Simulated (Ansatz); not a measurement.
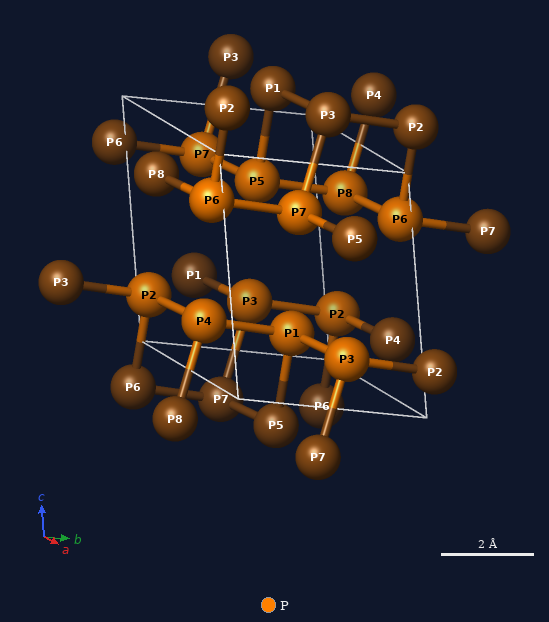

Fig. 1: The structure as given in the input (ball-and-stick view of the cell of the calculation, seen slightly off an axis; neighbours outside the cell are drawn fainter; atoms are numbered from 1 in the order of the input). Near neighbours in the crystal (not all of them lie inside the picture): P has 3 P at 2.23 to 2.25 Å.

## From P to Bi

System: P (8 atoms in the cell).
Method of run 1: DFT PBEsol, scalar-relativistic, plane waves, PAW, no spin polarisation (Ansatz 0.2.0).
System of run 2: Bi (Cmce, 8 atoms in the cell).

On run 1: The structure derives from an entry of the Crystallography Open Database. On run 2: The structure derives from an entry of the Crystallography Open Database. It belongs to a series of runs on one base structure; here: 8 of 8 P sites taken by Bi, cell and atoms relaxed. Text and figures count atoms from 1; the logs count them from 0 in places.

Input, run 1:
```yaml
crystal:
  lattice:
    - [3.317414403, 0.0, -4.1971723765]
    - [3.317414403, 0.0, 4.1971723765]
    - [-1.6587072015, -5.145356252, 0.0]
  atoms:
    - { symbol: P, position: [0.5890782856, 0.5162042214, 0.2105650141] }
    - { symbol: P, position: [0.0890782856, 0.0162042214, 0.2105650141] }
    - { symbol: P, position: [0.0162042214, 0.5890782856, 0.2105650141] }
    - { symbol: P, position: [0.5162042214, 0.0890782856, 0.2105650141] }
    - { symbol: P, position: [0.4109217144, 0.4837957786, 0.7894349859] }
    - { symbol: P, position: [0.9109217144, 0.9837957786, 0.7894349859] }
    - { symbol: P, position: [0.9837957786, 0.4109217144, 0.7894349859] }
    - { symbol: P, position: [0.4837957786, 0.9109217144, 0.7894349859] }
basis:
  ecutwfc: 420
kpoints:
  mp_grid: { grid: [6, 6, 6] }
hamiltonian:
  xc: pbesol
scf:
  occupations: { method: gaussian, width: 0.1 }
output:
  forces: true
  stress: true
  eigenvalues: true
  write_density: true
  write_potential: true
  elf: true
  volumetric_format: npy
relax:
  adjacent_minimum: "off"
  f_tol: 0.015
  max_steps: 60
  cell: { stress_tol: 0.15 }
```

Launched with:
```bash
ansatz run input.yaml --threads 1 --pin off --max-ram 2560MiB --backend cpu --events-out ev --progress --plain --runs-dir out
```

Hardware: 1 thread of Arm Neoverse V2, 240 GiB of memory available, shared host.

Output, shortened to warnings, some set-up lines, iterations and results (run 1):
```
Basis set: ecut = 420 eV, 2791 PW (Γ), exchange–correlation on 72×72×80 points (8 copies of the dense FFT grid, shifted against one another)
Symmetry: 8 space group operations
k-points: 68 of 216
Initial density: superposition of atomic densities (neutral atoms: chi_scale 0, normalization atom), corrected by the library's trained network
[...]
SCF iter   1: F=—  HF=-5920.296568 eV  |F-HF|=—  |Δ(HF+E_count)|=         —  Δρ=3.95e-3  dr2=1.90e-2  ethr=1.77e-3  ⟨swp⟩=9.7  Hψ=12756  notcnv=0
SCF iter   2: F=—  HF=-5920.294758 eV  |F-HF|=—  |Δ(HF+E_count)|=   1.81e-3  Δρ=2.28e-3  dr2=6.49e-3  ethr=4.76e-5  ⟨swp⟩=1.9  Hψ=3316  notcnv=0
SCF iter   3: F=—  HF=-5920.293838 eV  |F-HF|=—  |Δ(HF+E_count)|=   9.20e-4  Δρ=3.02e-4  dr2=2.62e-4  ethr=1.62e-5  ⟨swp⟩=2.4  Hψ=2993  notcnv=0
SCF iter   4: F=—  HF=-5920.293804 eV  |F-HF|=—  |Δ(HF+E_count)|=   3.39e-5  Δρ=1.38e-4  dr2=6.06e-5  ethr=6.55e-7  ⟨swp⟩=2.9  Hψ=3012  notcnv=0
SCF iter   5: F=—  HF=-5920.293799 eV  |F-HF|=—  |Δ(HF+E_count)|=   5.41e-6  Δρ=2.16e-5  dr2=1.53e-6  ethr=1.51e-7  ⟨swp⟩=2.0  Hψ=2705  notcnv=0
[...]
SCF 1 converged in 6 iterations: F = -5920.293799 eV  dr2 = 6.67e-8
[...]
SCF iter   3: F=—  HF=-5920.293799 eV  |F-HF|=—  |Δ(HF+E_count)|=   1.01e-9  Δρ=1.43e-6  dr2=4.98e-9  ethr=8.77e-11  ⟨swp⟩=2.2  Hψ=2984  notcnv=0
SCF iter   4: F=—  HF=-5920.293799 eV  |F-HF|=—  |Δ(HF+E_count)|=  6.88e-10  Δρ=9.44e-7  dr2=1.29e-9  ethr=1.25e-11  ⟨swp⟩=2.2  Hψ=2843  notcnv=0
SCF iter   5: F=-5920.293799 eV  HF=-5920.293799 eV  |F-HF|=1.82e-12  |Δ(HF+E_count)|=  2.92e-10  Δρ=7.39e-8  dr2=3.96e-12  ethr=1.80e-12  ⟨swp⟩=12.0  Hψ=13099  notcnv=0
SCF 2 converged in 5 iterations: F = -5920.293799 eV  dr2 = 3.96e-12
relax step   2: F+E_penalty+E_count = -5920.29379873 eV  Δ(F+E_penalty+E_count) = -1.491e-8 eV  max|allowed force component| = 1.594e-3 eV/Å  Δτ_max = 0.0000 Å  P = -0.009 …
basis re-selected at this cell: Δ(F+E_penalty+E_count) = -1.491e-8 eV, ΔP = -0.000 GPa vs the last step (what re-selecting the basis moved, of the pressure what is left beyond the Pulay correction that the steps carried, after the strain that the cell walked since its last selection, with what the …
SCF converged after 5 iterations
Free energy (F): -5920.293799 eV
Harris-Foulkes:  -5920.293799 eV  (|F-HF|=1.82e-12)
Internal energy: -5920.292104 eV  (E = F + TS)
E sigma→0 (E₀):  -5920.292952 eV
Entropy (-TS):   -0.001694 eV (-0.212 meV/atom)
Fermi energy:    8.215003 eV
--- Per-component energies (eV) ---
  E_band       = 60.262458
  E_kinetic    = 561.504965
  E_local      = -469.298614  (includes V_loc(G=0)·N_el)
  E_nonlocal   = 272.513864
  E_hartree    = 121.011394
  E_xc         = -487.810093
  E_vxc        = -485.377255  (∫ρ·V_xc dr)
  E_paw        = -4432.853951  (= ΣΔE_a)
  E_vpaw       = -61.103328  (= ΣTr[D̂ρ^β])
  E_aug_tail   = 0.000025  (compensation charges beyond the density's cutoff)
  E_ewald      = -1485.728462
  E_core_change = 0.368769  (= ΣΔE_core)
  E_smearing   = -0.001694  (= −TS)
  E_closure    = 0.000000  (closes the sum)
  Σ components = -5920.293799   (vs F -5920.293799, Δ=0.00e0)
--- Forces (eV/Å), atoms counted from 1 ---
  atom   1  P     -0.00002945     0.00159422     0.00124520
  atom   2  P     -0.00002945     0.00159422     0.00124520
  atom   3  P     -0.00002945     0.00159422    -0.00124520
  atom   4  P     -0.00002945     0.00159422    -0.00124520
  atom   5  P      0.00002945    -0.00159422    -0.00124520
  atom   6  P      0.00002945    -0.00159422    -0.00124520
  atom   7  P      0.00002945    -0.00159422     0.00124520
  atom   8  P      0.00002945    -0.00159422     0.00124520
  max |Σ_I F_I| component: 6.94e-18 eV/Å
--- Stress (GPa, compression-positive) ---
       -0.036325      -0.016737      -0.000000
       -0.016737      -0.041311       0.000000
       -0.000000       0.000000       0.050339
  P = ⅓ Tr σ = -0.0091 GPa (-0.091 kbar)
--- Relaxed structure (1 steps of the walk, 1 accepted, 1 SCFs on fresh bases) ---
  F+E_penalty+E_count = -5920.29379873 eV   max|allowed force component| = 1.594e-3 eV/Å   (the final SCF, on the basis selected at the relaxed cell)
  cell:  # Å, volume = 143.2854 Å³
    - [3.317414403, 0.0, -4.1971723765]
[...]
```

For run 2 the input was changed thus:
```diff
-    - [3.317414403, 0.0, -4.1971723765]
-    - [3.317414403, 0.0, 4.1971723765]
-    - [-1.6587072015, -5.145356252, 0.0]
+    - [4.5173668286, 0.0, -4.7385774745]
+    - [4.5173668286, 0.0, 4.7385774745]
+    - [-2.2586834143, -6.2088728396, 0.0]
-    - { symbol: P, position: [0.5890782856, 0.5162042214, 0.2105650141] }
-    - { symbol: P, position: [0.0890782856, 0.0162042214, 0.2105650141] }
-    - { symbol: P, position: [0.0162042214, 0.5890782856, 0.2105650141] }
-    - { symbol: P, position: [0.5162042214, 0.0890782856, 0.2105650141] }
-    - { symbol: P, position: [0.4109217144, 0.4837957786, 0.7894349859] }
-    - { symbol: P, position: [0.9109217144, 0.9837957786, 0.7894349859] }
-    - { symbol: P, position: [0.9837957786, 0.4109217144, 0.7894349859] }
-    - { symbol: P, position: [0.4837957786, 0.9109217144, 0.7894349859] }
+    - { symbol: Bi, position: [0.5747899342, 0.5483916675, 0.2463632033] }
+    - { symbol: Bi, position: [0.0747899342, 0.0483916675, 0.2463632033] }
+    - { symbol: Bi, position: [0.0483916675, 0.5747899342, 0.2463632033] }
+    - { symbol: Bi, position: [0.5483916675, 0.0747899342, 0.2463632033] }
+    - { symbol: Bi, position: [0.4252100658, 0.4516083325, 0.7536367967] }
+    - { symbol: Bi, position: [0.9252100658, 0.9516083325, 0.7536367967] }
+    - { symbol: Bi, position: [0.9516083325, 0.4252100658, 0.7536367967] }
+    - { symbol: Bi, position: [0.4516083325, 0.9252100658, 0.7536367967] }
-  write_density: true
-  write_potential: true
-  elf: true
-  volumetric_format: npy
```

What does this change do to the results?

The total energies belong to different systems, so their difference says nothing on which is more stable or more accurate. The volume per atom goes from 17.91 to 33.30 Å³. The SCF takes 20 iterations over all geometry steps against 11. On the same kind of shared host run 2 took about 7.7 times as long.

Output, shortened to warnings, some set-up lines, iterations and results (run 2):
```
Basis set: ecut = 420 eV, 5177 PW (Γ), exchange–correlation on 90×90×90 points (8 copies of the dense FFT grid, shifted against one another)
Symmetry: 8 space group operations
k-points: 68 of 216
Initial density: superposition of atomic densities (neutral atoms: chi_scale 0, normalization atom), corrected by the library's trained network
[...]
SCF iter   1: F=—  HF=-97935.622803 eV  |F-HF|=—  |Δ(HF+E_count)|=         —  Δρ=1.95e-3  dr2=8.46e-3  ethr=1.77e-3  ⟨swp⟩=7.2  Hψ=20241  notcnv=0  defer=6
SCF iter   2: F=—  HF=-97935.622694 eV  |F-HF|=—  |Δ(HF+E_count)|=   1.09e-4  Δρ=1.09e-3  dr2=3.05e-3  ethr=7.05e-6  ⟨swp⟩=2.5  Hψ=9820  notcnv=0  defer=8
SCF iter   3: F=—  HF=-97935.622469 eV  |F-HF|=—  |Δ(HF+E_count)|=   2.26e-4  Δρ=2.43e-4  dr2=2.33e-4  ethr=2.54e-6  ⟨swp⟩=2.6  Hψ=8724  notcnv=0  defer=8
SCF iter   4: F=—  HF=-97935.622466 eV  |F-HF|=—  |Δ(HF+E_count)|=   2.45e-6  Δρ=4.78e-5  dr2=1.25e-5  ethr=1.94e-7  ⟨swp⟩=2.2  Hψ=5284  notcnv=0  defer=8
SCF iter   5: F=—  HF=-97935.622389 eV  |F-HF|=—  |Δ(HF+E_count)|=   7.71e-5  Δρ=1.62e-5  dr2=1.16e-6  ethr=1.05e-8  ⟨swp⟩=2.5  Hψ=7423  notcnv=0  defer=8
[... 18 lines ...]
SCF iter   2: F=—  HF=-97935.624850 eV  |F-HF|=—  |Δ(HF+E_count)|=   9.73e-5  Δρ=1.43e-5  dr2=2.70e-8  ethr=6.32e-11  ⟨swp⟩=2.1  Hψ=8992  notcnv=0
SCF iter   3: F=—  HF=-97935.624851 eV  |F-HF|=—  |Δ(HF+E_count)|=   1.26e-6  Δρ=7.82e-7  dr2=2.01e-9  ethr=2.25e-11  ⟨swp⟩=1.1  Hψ=4901  notcnv=0
SCF iter   4: F=-97935.624851 eV  HF=-97935.624851 eV  |F-HF|=1.02e-10  |Δ(HF+E_count)|=   1.67e-9  Δρ=1.81e-7  dr2=4.53e-11  ethr=1.00e-12  ⟨swp⟩=7.6  Hψ=21962  notcnv=0
SCF 4 converged in 4 iterations: F = -97935.624851 eV  dr2 = 4.53e-11
relax step   4: F+E_penalty+E_count = -97935.62485127 eV  Δ(F+E_penalty+E_count) = -9.355e-5 eV  max|allowed force component| = 8.265e-3 eV/Å  Δτ_max = 0.0000 Å  P = +0.016 …
basis re-selected at this cell: Δ(F+E_penalty+E_count) = -9.355e-5 eV, ΔP = -0.000 GPa vs the last step (what re-selecting the basis moved, of the pressure what is left beyond the Pulay correction that the steps carried, after the strain that the cell walked since its last selection, with what the …
SCF converged after 4 iterations
Free energy (F): -97935.624851 eV
Harris-Foulkes:  -97935.624851 eV  (|F-HF|=1.02e-10)
Internal energy: -97935.603567 eV  (E = F + TS)
E sigma→0 (E₀):  -97935.614209 eV
Entropy (-TS):   -0.021285 eV (-2.661 meV/atom)
Fermi energy:    10.188331 eV
--- Per-component energies (eV) ---
  E_band       = -792.417715
  E_kinetic    = 2422.922391
  E_local      = -11959.970541  (includes V_loc(G=0)·N_el)
  E_nonlocal   = 4492.318417
  E_hartree    = 3851.746061
  E_xc         = -1201.646635
  E_vxc        = -1152.675266  (∫ρ·V_xc dr)
  E_paw        = -84076.698149  (= ΣΔE_a)
  E_vpaw       = -2298.501024  (= ΣTr[D̂ρ^β])
  E_aug_tail   = -0.003728  (compensation charges beyond the density's cutoff)
  E_ewald      = -11464.989399
  E_core_change = 0.718018  (= ΣΔE_core)
  E_smearing   = -0.021285  (= −TS)
  E_closure    = 0.000000  (closes the sum)
  Σ components = -97935.624851   (vs F -97935.624851, Δ=0.00e0)
--- Forces (eV/Å), atoms counted from 1 ---
  atom   1  Bi     0.00032524     0.00587238    -0.00826535
  atom   2  Bi     0.00032524     0.00587238    -0.00826535
  atom   3  Bi     0.00032524     0.00587238     0.00826535
  atom   4  Bi     0.00032524     0.00587238     0.00826535
  atom   5  Bi    -0.00032524    -0.00587238     0.00826535
  atom   6  Bi    -0.00032524    -0.00587238     0.00826535
  atom   7  Bi    -0.00032524    -0.00587238    -0.00826535
  atom   8  Bi    -0.00032524    -0.00587238    -0.00826535
  max |Σ_I F_I| component: 1.11e-16 eV/Å
--- Stress (GPa, compression-positive) ---
        0.009964       0.008241      -0.000000
        0.008241      -0.035479      -0.000000
       -0.000000      -0.000000       0.073139
  P = ⅓ Tr σ = 0.0159 GPa (0.159 kbar)
--- Relaxed structure (3 steps of the walk, 3 accepted, 1 SCFs on fresh bases) ---
  F+E_penalty+E_count = -97935.62485127 eV   max|allowed force component| = 8.265e-3 eV/Å   (the final SCF, on the basis selected at the relaxed cell)
  cell:  # Å, volume = 266.3761 Å³
[...]
```

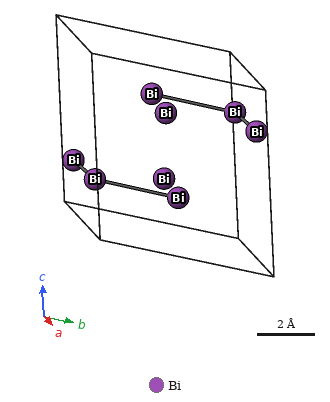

Fig. 2: The input structure of run 2 (ball-and-stick view of the cell of the calculation, seen slightly off an axis).

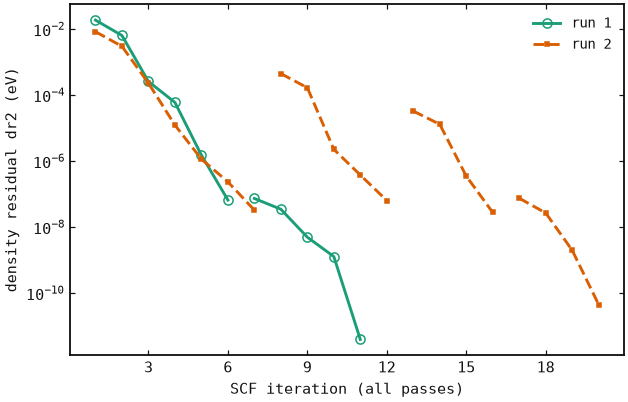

Fig. 3: Convergence of the two runs: density residual dr2 against the SCF iteration. A break in a curve parts two SCF passes. Run 1 takes 11 iterations in all, and run 2 takes 20.

The two runs side by side:

| quantity | run 1 | run 2 |
| --- | --- | --- |
| outcome | converged | converged |
| free energy per atom (eV) | −740.0367 | −12241.9531 |
| energy per atom, smearing taken to zero (eV) | −740.0366 | −12241.9518 |
| gap on the mesh (eV) | 0.00 | 0.00 |
| pressure (GPa) | −0.01 | 0.02 |
| volume per atom (Å³) | 17.91 | 33.30 |
| largest force (eV/Å) | 0.002 | 0.010 |
| SCF iterations | 11 | 20 |
| irreducible k-points | 68 | 68 |
| wall time (shared host) | 46 s | 6 min |

For run 2: Spin–orbit coupling is left out, which matters for Bi.
